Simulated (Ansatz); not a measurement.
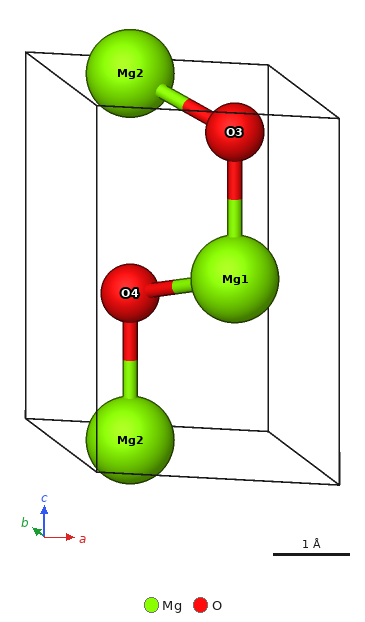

**Figure 1.** The structure as given in the input (ball-and-stick view of the cell of the calculation, seen slightly off an axis; atoms are numbered from 1 in the order of the input).

# What a change does: single-point calculation on MgO

System: MgO (4 atoms in the cell).
Method of run A: Kohn-Sham DFT of a periodic cell, PBEsol, all-electron LAPW, scalar-relativistic, no spin polarisation (Ansatz 0.2.0).

The structure derives from a Materials Project entry. Text and figures count atoms from 1; the logs count them from 0 in places.

Input, run A:
```yaml
crystal:
  lattice:
    - [3.2855864049, 0.0, 0.0]
    - [-1.6427932025, 2.845401293, 0.0]
    - [0.0, 0.0, 4.9494385035]
  atoms:
    - { symbol: Mg, position: [0.6666666667, 0.3333333333, 0.50215974] }
    - { symbol: Mg, position: [0.3333333333, 0.6666666667, 0.00215974] }
    - { symbol: O, position: [0.6666666667, 0.3333333333, 0.90244026] }
    - { symbol: O, position: [0.3333333333, 0.6666666667, 0.40244026] }
kpoints:
  mp_grid: { grid: [9, 9, 6] }
scf:
  occupations: { method: fermi_dirac, width: 0.05 }
hamiltonian:
  xc: pbesol
  pseudopotentials: { kind: all_electron, lapw: { basis_error: 0.002 } }
output:
  forces: true
  stress: true
  eigenvalues: true
```

Launched with:
```bash
ansatz run input.yaml --threads 2 --pin off --max-ram 6144MiB --backend cpu --events-out ev --progress --plain --runs-dir out
```

Hardware: 2 threads of AMD EPYC (Zen 3), 32 GiB of memory available, shared host.

Output, shortened to warnings, some set-up lines, iterations and results (run A):
```
Basis set: ecut = 337.3957431844188 eV, 627 PW (Γ), exchange–correlation at level 2
Symmetry: 12 space group operations
k-points: 48 of 486 (time reversal used)
Initial density: superposition of atomic densities (chi_scale 0.1, normalization cell, long waves kept (reshape's long-wave potential 0.00 eV rms))
[...]
SCF iter   1: F=—  HF=-14972.374954 eV  |F-HF|=—  |Δ(HF+E_count)|=         —  Δρ=1.14e-1  dr2=7.58e0  ethr=2.11e-2  ⟨swp⟩=2.0  Hψ=6713  notcnv=0
SCF iter   2: F=—  HF=-14968.671679 eV  |F-HF|=—  |Δ(HF+E_count)|=    3.70e0  Δρ=2.23e-2  dr2=1.44e-1  ethr=4.00e-4  ⟨swp⟩=2.6  Hψ=5709  notcnv=0
SCF iter   3: F=—  HF=-14968.401655 eV  |F-HF|=—  |Δ(HF+E_count)|=   2.70e-1  Δρ=2.53e-2  dr2=4.16e-1  ethr=3.99e-4  ⟨swp⟩=3.0  Hψ=3558  notcnv=0
SCF iter   4: F=—  HF=-14968.357376 eV  |F-HF|=—  |Δ(HF+E_count)|=         —  Δρ=3.30e-3  dr2=2.06e-3  ethr=3.99e-4  ⟨swp⟩=3.0  Hψ=3366  notcnv=0
SCF iter   5: F=—  HF=-14968.356204 eV  |F-HF|=—  |Δ(HF+E_count)|=   1.17e-3  Δρ=7.78e-4  dr2=3.25e-4  ethr=5.73e-6  ⟨swp⟩=3.0  Hψ=3500  notcnv=0
SCF iter   6: F=—  HF=-14968.356149 eV  |F-HF|=—  |Δ(HF+E_count)|=   5.52e-5  Δρ=4.61e-4  dr2=1.50e-4  ethr=9.04e-7  ⟨swp⟩=2.0  Hψ=3025  notcnv=0
SCF iter   7: F=—  HF=-14968.356162 eV  |F-HF|=—  |Δ(HF+E_count)|=   1.27e-5  Δρ=6.88e-5  dr2=2.98e-6  ethr=4.17e-7  ⟨swp⟩=3.0  Hψ=3091  notcnv=0
SCF iter   8: F=-14968.356175 eV  HF=-14968.356175 eV  |F-HF|=7.71e-8  |Δ(HF+E_count)|=   1.33e-5  Δρ=1.03e-5  dr2=6.32e-8  ethr=8.27e-9  ⟨swp⟩=3.0  Hψ=3339  notcnv=0
SCF 1 converged in 8 iterations: F = -14968.356175 eV  dr2 = 6.32e-8
SCF converged after 8 iterations
Free energy (F): -14968.356175 eV
Harris-Foulkes:  -14968.356175 eV  (|F-HF|=7.71e-8)
Internal energy: -14968.356175 eV  (E = F + TS)
E sigma→0 (E₀):  -14968.356175 eV
Fermi energy:    6.674649 eV
--- Per-component energies (eV) ---
  E_band       = -2653.562669
  E_kinetic    = 14973.622205
  E_xc         = -1328.479655
  E_electrostatic = -28613.498725  (all electrons and nuclei)
  E_smearing   = -0.000000  (= −TS)
  E_closure    = 0.000000  (closes the sum)
  E_atoms      = -14943.901547  (free atoms, spherical and without spin; not in F)
  Σ components = -14968.356175   (vs F -14968.356175, Δ=0.00e0)
  Basis errors (estimates in eV, not in F): energy 9.4e-4 per atom: plane waves 8.7e-4 (5.3e-4 summed), levels above the bands 3.2e-94, relativity 6.5e-8, radial functions 7.3e-5, core shells 4.8e-11; eigenvalues (radial functions only) 2.5e-5; not estimated: angular momenta, meshes, grids; target …
--- Forces (eV/Å), atoms counted from 1 ---
  atom   1  Mg     0.00000000     0.00000000    -0.01061684
  atom   2  Mg    -0.00000000    -0.00000000    -0.01061684
  atom   3  O      0.00000000     0.00000000     0.01060961
  atom   4  O     -0.00000000    -0.00000000     0.01060961
  max |Σ_I F_I| component: 1.45e-5 eV/Å
--- Stress (GPa, compression-positive) ---
        2.974349       0.000000       0.000000
        0.000000       2.974349       0.000000
        0.000000       0.000000       2.614829
  P = ⅓ Tr σ = 2.8545 GPa (28.545 kbar)
```

The input of run B differs as follows (lines with − go, lines with + come):
```diff
-  xc: pbesol
+  xc: lda
```

How does run B compare with run A?

The total energies belong to different methods, so their difference says nothing on which is more stable or more accurate. The pressure goes from 2.85 to −1.67 GPa. The functional changes from PBEsol to LDA. Along LDA, PBEsol, PBE and RPBE the binding weakens and the preferred volume grows, so the same cell is under more pressure with the later ones. The number of SCF iterations is the same.

Output, shortened to warnings, some set-up lines, iterations and results (run B):
```
Basis set: ecut = 336.97964328419897 eV, 627 PW (Γ), exchange–correlation at level 2
Symmetry: 12 space group operations
k-points: 48 of 486 (time reversal used)
Initial density: superposition of atomic densities (chi_scale 0.1, normalization cell, long waves kept (reshape's long-wave potential 0.00 eV rms))
[...]
SCF iter   1: F=—  HF=-14941.091819 eV  |F-HF|=—  |Δ(HF+E_count)|=         —  Δρ=1.16e-1  dr2=7.77e0  ethr=2.16e-2  ⟨swp⟩=2.0  Hψ=6756  notcnv=0
SCF iter   2: F=—  HF=-14937.314066 eV  |F-HF|=—  |Δ(HF+E_count)|=    3.78e0  Δρ=2.31e-2  dr2=1.34e-1  ethr=3.74e-4  ⟨swp⟩=2.7  Hψ=5727  notcnv=0
SCF iter   3: F=—  HF=-14936.933464 eV  |F-HF|=—  |Δ(HF+E_count)|=   3.81e-1  Δρ=2.58e-2  dr2=4.34e-1  ethr=3.74e-4  ⟨swp⟩=3.0  Hψ=3589  notcnv=0
SCF iter   4: F=—  HF=-14936.833778 eV  |F-HF|=—  |Δ(HF+E_count)|=         —  Δρ=3.62e-3  dr2=2.64e-3  ethr=3.74e-4  ⟨swp⟩=3.0  Hψ=3408  notcnv=0
SCF iter   5: F=—  HF=-14936.828913 eV  |F-HF|=—  |Δ(HF+E_count)|=   4.87e-3  Δρ=7.53e-4  dr2=2.88e-4  ethr=7.34e-6  ⟨swp⟩=3.0  Hψ=3313  notcnv=0
SCF iter   6: F=—  HF=-14936.828634 eV  |F-HF|=—  |Δ(HF+E_count)|=   2.78e-4  Δρ=5.06e-4  dr2=1.77e-4  ethr=8.01e-7  ⟨swp⟩=2.0  Hψ=3024  notcnv=0
SCF iter   7: F=—  HF=-14936.828598 eV  |F-HF|=—  |Δ(HF+E_count)|=   3.65e-5  Δρ=6.01e-5  dr2=2.32e-6  ethr=4.91e-7  ⟨swp⟩=2.0  Hψ=3024  notcnv=0
SCF iter   8: F=-14936.828599 eV  HF=-14936.828599 eV  |F-HF|=4.11e-9  |Δ(HF+E_count)|=   8.40e-7  Δρ=4.61e-6  dr2=1.24e-8  ethr=6.45e-9  ⟨swp⟩=3.0  Hψ=3289  notcnv=0
SCF 1 converged in 8 iterations: F = -14936.828599 eV  dr2 = 1.24e-8
SCF converged after 8 iterations
Free energy (F): -14936.828599 eV
Harris-Foulkes:  -14936.828599 eV  (|F-HF|=4.11e-9)
Internal energy: -14936.828599 eV  (E = F + TS)
E sigma→0 (E₀):  -14936.828599 eV
Fermi energy:    6.427832 eV
--- Per-component energies (eV) ---
  E_band       = -2652.103582
  E_kinetic    = 14922.805502
  E_xc         = -1295.025747
  E_electrostatic = -28564.608354  (all electrons and nuclei)
  E_smearing   = -0.000000  (= −TS)
  E_closure    = 0.000000  (closes the sum)
  E_atoms      = -14910.885914  (free atoms, spherical and without spin; not in F)
  Σ components = -14936.828599   (vs F -14936.828599, Δ=0.00e0)
  Basis errors (estimates in eV, not in F): energy 9.2e-4 per atom: plane waves 8.4e-4 (5.1e-4 summed), levels above the bands 1.4e-93, relativity 7.4e-9, radial functions 8.1e-5, core shells 5.7e-11; eigenvalues (radial functions only) 2.4e-5; not estimated: angular momenta, meshes, grids; target …
--- Forces (eV/Å), atoms counted from 1 ---
  atom   1  Mg     0.00000000     0.00000000     0.01912630
  atom   2  Mg    -0.00000000    -0.00000000     0.01912630
  atom   3  O      0.00000000     0.00000000    -0.01912136
  atom   4  O     -0.00000000    -0.00000000    -0.01912136
  max |Σ_I F_I| component: 9.89e-6 eV/Å
--- Stress (GPa, compression-positive) ---
       -1.693981       0.000000       0.000000
        0.000000      -1.693981       0.000000
        0.000000       0.000000      -1.636212
  P = ⅓ Tr σ = -1.6747 GPa (-16.747 kbar)
```

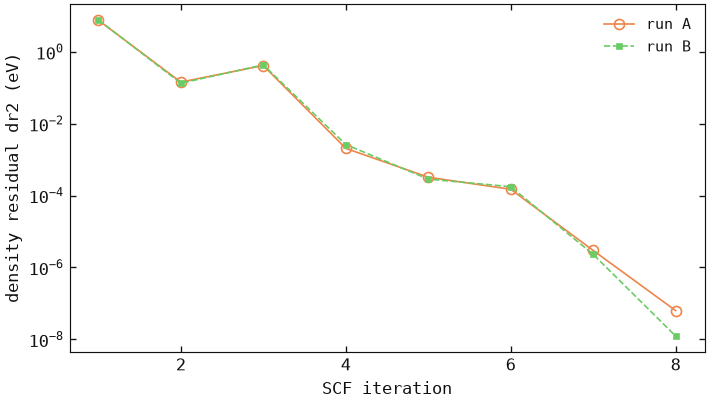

**Figure 2.** Convergence of the two runs: density residual dr2 against the SCF iteration. Run A takes 8 iterations in all, and run B takes 8.

The two runs side by side:

```csv
quantity,run A,run B
outcome,converged,converged
free energy per atom (eV),−3742.0890,−3734.2071
gap on the mesh (eV),3.46,3.47
pressure (GPa),2.85,−1.67
largest force (eV/Å),0.011,0.019
SCF iterations,8,8
irreducible k-points,48,48
plane waves at Γ,627,627
wall time (shared host),11 s,11 s
```
